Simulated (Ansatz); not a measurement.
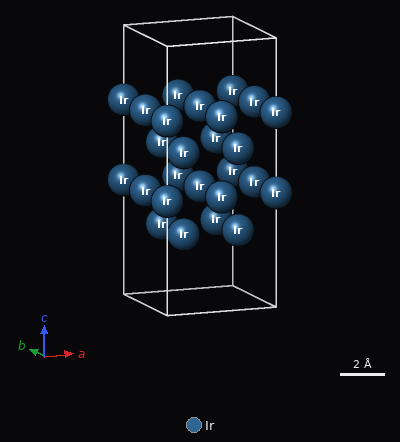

Fig. 1: The structure as given in the input (spheres-only view of the cell of the calculation, with the vacuum cut short, seen slightly off an axis). An atom can appear more than once, as a periodic image.

## Single-point calculation, with input and output: Ir (part 1 of 2)

System: Ir (slab, 16 atoms in the cell).
Method: DFT PBE+D3(BJ), scalar-relativistic, plane waves, PAW, no spin polarisation (Ansatz 0.2.0).

The structure derives from an entry of the Crystallography Open Database. It belongs to a series of runs on one base structure; here: the slab at its places in the relaxed adsorbed structure. Figures and captions count atoms from 1; the log counts them from 0 in places.

The input:
```yaml
crystal:
  lattice:
    - [5.4313155574, 0.0, 0.0]
    - [0.0, 5.4313155574, 0.0]
    - [0.0, 0.0, 26.0138800921]
  atoms:
    - { symbol: Ir, position: [0.25, 0.25, 0.3075281339] }
    - { symbol: Ir, position: [0.25, 0.75, 0.3075281339] }
    - { symbol: Ir, position: [0.75, 0.25, 0.3075281339] }
    - { symbol: Ir, position: [0.75, 0.75, 0.3075281339] }
    - { symbol: Ir, position: [0.5, 0.5, 0.3813448818] }
    - { symbol: Ir, position: [0.5, 0.0, 0.3813448818] }
    - { symbol: Ir, position: [0.0, 0.5, 0.3813448818] }
    - { symbol: Ir, position: [0.0, 0.0, 0.3813448818] }
    - { symbol: Ir, position: [0.7499564584, 0.7500320106, 0.4559233149] }
    - { symbol: Ir, position: [0.7500452751, 0.2500083525, 0.4559655287] }
    - { symbol: Ir, position: [0.2500131206, 0.7500236614, 0.4559576379] }
    - { symbol: Ir, position: [0.249985738, 0.2500064328, 0.4559932541] }
    - { symbol: Ir, position: [-8.74242e-05, -4.25032e-05, 0.5269908787] }
    - { symbol: Ir, position: [-0.0001172905, 0.5001152674, 0.526969194] }
    - { symbol: Ir, position: [0.5000593004, -0.0001261315, 0.5269943593] }
    - { symbol: Ir, position: [0.5000666135, 0.500153312, 0.5269838139] }
basis:
  ecutwfc: 420
kpoints:
  mp_grid: { grid: [4, 4, 1] }
hamiltonian:
  xc: pbe
  dispersion: d3bj
scf:
  occupations: { method: gaussian, width: 0.1 }
output:
  forces: true
  eigenvalues: true
  write_density: true
  volumetric_format: npy
efield:
  axis: 3
  dipole_correction: true
  ramp_width: 0.04
```

Launch command:
```bash
ansatz run input.yaml --threads 4 --pin off --max-ram 10240MiB --backend cpu --events-out ev --progress --plain --runs-dir out
```

What the program printed:
```
Engine: ansatz 0.2.0, x86_64-unknown-linux-gnu
Pseudopotentials: kind: paw
Pseudopotential: Ir, paw, valence charge 17, recommended cutoff 420 eV (normal), Ir.paw.azcp
Functional definition: PBE
  parameter kappa = 0.804
  parameter beta = 0.06672455060314922
  exchange = pbe_x(kappa = kappa, mu = beta*pi^2/3)
  correlation = pbe_c(beta = beta)
Crystal: 16 atoms, lattice volume = 767.388 Å³
Basis set: ecut = 420 eV, 14931 PW (Γ), exchange–correlation on 80×80×360 points (8 copies of the dense FFT grid, shifted against one another)
Bands: 164, of which v1, the nominal top of the filled ones, is band 136 counted from 1 (135 counted from 0)
Symmetry: 1 space group operations
Space group: P1 (ITA 1), of the structure as read, at distance tolerance 9.2e-5 Å
k-points: 10 of 16 (time reversal used)
Non-local potential: Ir, projectors of the file, l = 0: 3, l = 1: 2, l = 2: 2, l = 3: 1
PAW form: soft (Blöchl's): semilocal exchange-correlation on the pseudo side does not see the compensation charge
PAW one-centre angular grid: Ir, 590 points (default); XC on 64 Gauss nodes
Initial density: superposition of atomic densities (neutral atoms: chi_scale 0, normalization atom), corrected by the library's trained network
Initial wavefunctions: pseudopotential atomic-orbital guess
Functional: x = pbe(κ = 0.804, μ = 0.2195149727645171), c = pbe(β = 0.06672455060314922)
SCF iter   1: F=—  HF=-190962.226874 eV  |F-HF|=—  |Δ(HF+E_count)|=         —  Δρ=7.70e-3  dr2=3.37e0  ethr=1.77e-3  p=0.013 e·Å  D=3.06e-3 V/Å  ΔV_dip=-0.08 eV  dr2_dipole=3.32e-3  V_vac-E_F(+/−)=5.09/5.16 eV  ⟨swp⟩=8.1  Hψ=6837  notcnv=0  defer=32
efield: sawtooth ramp at fractional position 0.8973 (placed from the atoms, in the widest stretch of the axis that holds none; the zero of the levels goes with the place), width 0.0400; the density the first Hamiltonian is built on has a dipole p = 0.013 e·Å; the dipole correction subtracts the counter field D = 3.06e-3 V/Å, which shifts the + side's vacuum level by -0.08 eV against the − side's; the planar-averaged density in the ramp window peaks in size at 1.1e-5 e/Å³
preconditioner: auto → LDOS  [metal: Δε(μ)=0.012 eV  Ē_g=5.935 eV  σ=0.100 eV  W_gap=0.07  n_scr=138 (ndim 8)  ℏωp=16.1 eV  f_vac=0.637  D(μ)=20.85/eV (n_scr^D=130)  β→1.0]
SCF iter   2: F=—  HF=-190962.098917 eV  |F-HF|=—  |Δ(HF+E_count)|=   1.28e-1  Δρ=3.56e-3  dr2=1.83e-1  ethr=1.24e-3  p=0.005 e·Å  D=1.26e-3 V/Å  ΔV_dip=-0.03 eV  dr2_dipole=1.70e-4  V_vac-E_F(+/−)=5.48/5.52 eV  ⟨swp⟩=2.0  Hψ=2207  notcnv=0  defer=152
SCF iter   3: F=—  HF=-190962.111396 eV  |F-HF|=—  |Δ(HF+E_count)|=   1.25e-2  Δρ=2.71e-3  dr2=1.45e-1  ethr=6.74e-5  p=0.004 e·Å  D=1.06e-3 V/Å  ΔV_dip=-0.03 eV  dr2_dipole=6.64e-5  V_vac-E_F(+/−)=5.48/5.51 eV  ⟨swp⟩=3.1  Hψ=3214  notcnv=0  defer=154
SCF iter   4: F=—  HF=-190962.082721 eV  |F-HF|=—  |Δ(HF+E_count)|=   2.87e-2  Δρ=3.95e-4  dr2=2.17e-3  ethr=5.32e-5  p=0.003 e·Å  D=7.90e-4 V/Å  ΔV_dip=-0.02 eV  dr2_dipole=8.18e-5  V_vac-E_F(+/−)=5.55/5.58 eV  ⟨swp⟩=2.0  Hψ=2220  notcnv=0  defer=154
SCF iter   5: F=—  HF=-190962.082806 eV  |F-HF|=—  |Δ(HF+E_count)|=   8.45e-5  Δρ=1.60e-4  dr2=6.53e-4  ethr=7.97e-7  p=0.003 e·Å  D=6.98e-4 V/Å  ΔV_dip=-0.02 eV  dr2_dipole=9.94e-7  V_vac-E_F(+/−)=5.58/5.60 eV  ⟨swp⟩=3.0  Hψ=2963  notcnv=0  defer=154
SCF iter   6: F=—  HF=-190962.082750 eV  |F-HF|=—  |Δ(HF+E_count)|=   5.57e-5  Δρ=6.85e-5  dr2=7.44e-5  ethr=2.40e-7  p=0.003 e·Å  D=6.14e-4 V/Å  ΔV_dip=-0.02 eV  dr2_dipole=6.40e-8  V_vac-E_F(+/−)=5.59/5.61 eV  ⟨swp⟩=2.0  Hψ=2201  notcnv=0  defer=154
SCF iter   7: F=—  HF=-190962.082046 eV  |F-HF|=—  |Δ(HF+E_count)|=   7.05e-4  Δρ=2.18e-5  dr2=6.64e-6  ethr=2.73e-8  p=0.002 e·Å  D=5.82e-4 V/Å  ΔV_dip=-0.02 eV  dr2_dipole=7.52e-9  V_vac-E_F(+/−)=5.60/5.62 eV  ⟨swp⟩=2.0  Hψ=2374  notcnv=0  defer=122
SCF iter   8: F=—  HF=-190962.082054 eV  |F-HF|=—  |Δ(HF+E_count)|=   8.36e-6  Δρ=6.08e-6  dr2=4.87e-7  ethr=2.44e-9  p=0.002 e·Å  D=5.70e-4 V/Å  ΔV_dip=-0.01 eV  dr2_dipole=4.16e-8  V_vac-E_F(+/−)=5.60/5.62 eV  ⟨swp⟩=2.0  Hψ=2210  notcnv=0  defer=122
SCF iter   9: F=-190962.082054 eV  HF=-190962.082054 eV  |F-HF|=7.51e-8  |Δ(HF+E_count)|=   3.95e-7  Δρ=1.54e-6  dr2=3.47e-8  ethr=3.68e-11  p=0.002 e·Å  D=5.63e-4 V/Å  ΔV_dip=-0.01 eV  dr2_dipole=1.81e-11  V_vac-E_F(+/−)=5.60/5.62 eV  ⟨swp⟩=25.5  Hψ=8713  notcnv=0
SCF 1 converged in 9 iterations: F = -190962.082054 eV  dr2 = 3.47e-8
  greatest PAW one-centre occupation: 1.000 electrons in one spin orbital (limit 2), on the Ir atom at site 8 (counted from 0), in its partial waves of l = 0
SCF converged after 9 iterations
Free energy (F): -190962.082054 eV
Harris-Foulkes:  -190962.082054 eV  (|F-HF|=7.51e-8)
Internal energy: -190961.973984 eV  (E = F + TS)
E sigma→0 (E₀):  -190962.028019 eV
Entropy (-TS):   -0.108071 eV (-6.754 meV/atom)
Fermi energy:    3.620941 eV
Dipole field:    D = 0.000566 V/Å  (p = 0.002402 e·Å, saw-weighted, corrected)
Work function:   Φ+ = 5.6029 eV   Φ− = 5.6176 eV
Levels:          The Fermi level and band energies are counted from a zero that moves with the ramp; work functions are not
--- Per-component energies (eV) ---
  E_band       = -7219.800637
  E_kinetic    = 9945.591535
  E_local      = -515657.934297  (includes V_loc(G=0)·N_el)
  E_nonlocal   = 1170.307991
  E_hartree    = 252906.141158
  E_xc         = -4270.539099
  E_vxc        = -4778.066346  (∫ρ·V_xc dr)
  E_paw        = -147575.666038  (= ΣΔE_a)
  E_vpaw       = -3712.020714  (= ΣTr[D̂ρ^β])
  E_aug_tail   = 0.000896  (compensation charges beyond the density's cutoff)
  E_efield     = 0.000001  (sawtooth field / dipole correction)
  E_vefield    = -0.002776  (∫n·V_field dr)
  E_ewald      = 212528.283056
  E_disp       = -8.159187  (pairwise vdW)
  E_smearing   = -0.108071  (= −TS)
  E_closure    = -0.000000  (closes the sum)
  Σ components = -190962.082054   (vs F -190962.082054, Δ=0.00e0)
--- Forces (eV/Å), atoms counted from 1 ---
  atom   1  Ir    -0.00016828    -0.00004700     0.72930836
  atom   2  Ir     0.00024389     0.00018906     0.72988052
  atom   3  Ir     0.00011874     0.00007561     0.72979654
  atom   4  Ir    -0.00008973     0.00003207     0.73008978
  atom   5  Ir    -0.00167321    -0.00235537    -0.72569623
  atom   6  Ir    -0.00172456     0.00328648    -0.72682214
  atom   7  Ir     0.00149503    -0.00073700    -0.72579505
  atom   8  Ir     0.00146922     0.00151386    -0.72636489
  atom   9  Ir     0.00268493    -0.00004973     0.00337813
  atom  10  Ir    -0.00549292    -0.00059598    -0.00293714
  atom  11  Ir    -0.00215822     0.00011934    -0.00230762
  atom  12  Ir     0.00287685    -0.00023250    -0.00589676
  atom  13  Ir     0.00327820     0.00118146    -0.00333719
  atom  14  Ir     0.00520636    -0.00283776     0.00275856
  atom  15  Ir    -0.00259462     0.00826181    -0.00408251
  atom  16  Ir    -0.00347163    -0.00780421    -0.00200825
  max |Σ_I F_I| component: 3.59e-5 eV/Å
--- Band table (eV; the first three rows and the last of 10) ---
  k-point 0: bands = ["-89.2999", "-89.2735", "-89.2735", "-89.2518", "-89.1752", "-89.1560", "-89.1560", "-89.1343", "-88.4381", "-88.4171", "-88.4170", "-88.3953", "-88.3696", "-88.3482", "-88.3482", "-88.3266", "-46.4722", "-46.4721", "-46.4215", "-46.4215", "-46.3896", "-46.3896", "-46.3514", "-46.1754", "-46.1754", "-46.1013", "-46.0952", "-46.0951", "-46.0267", "-46.0267", "-46.0091", "-46.0091", "-45.9950", "-45.9945", "-45.9350", "-45.9350", "-45.8210", "-45.8210", "-45.8071", "-45.8071",
      "-45.5128", "-45.5128", "-45.5060", "-45.5060", "-45.4517", "-45.4517", "-45.4355", "-45.4355", "-45.1949", "-45.1696", "-45.1695", "-45.1624", "-45.1499", "-45.1499", "-45.1259", "-45.1259", "-45.1252", "-45.1007", "-45.1007", "-45.0841", "-45.0767", "-45.0767", "-45.0492", "-45.0492", "-6.6390", "-4.7207", "-3.9013", "-3.9013", "-3.8348", "-3.8348", "-3.7169", "-3.6437", "-3.5875", "-3.3235", "-3.0986", "-3.0748", "-3.0748", "-2.3799", "-2.3798", "-2.2805",
      "-2.2805", "-2.2692", "-2.1483", "-2.0144", "-1.4172", "-1.4172", "-0.9010", "-0.6089", "-0.6089", "-0.5714", "-0.5714", "-0.2681", "-0.1196", "-0.1196", "-0.0793", "-0.0792", "0.0857", "0.0857", "0.1612", "0.1613", "0.2742", "0.2742", "0.5274", "0.5276", "0.6190", "0.6191", "1.0076", "1.0076", "1.3006", "1.3627", "1.3630", "1.4691", "1.4692", "1.5798", "1.6663", "1.6663", "2.3258", "2.7053", "2.8394", "2.8655",
      "2.9019", "2.9019", "2.9645", "2.9646", "3.4300", "3.4301", "3.4638", "3.5047", "3.5048", "3.5548", "3.5548", "3.7727", "3.7727", "3.7912", "4.1649", "4.1732", "4.4278", "4.4279", "4.4378", "4.4519", "4.4519", "4.6896", "4.8304", "4.8304", "5.0293", "5.0908", "5.0908", "5.1050", "5.1053", "5.1619", "5.3926", "5.8329", "5.9221", "6.3303", "6.3303", "6.4107", "6.4108", "7.0972", "7.0972", "8.6659",
      "8.6665", "8.7219", "8.7219", "9.0660"]
```
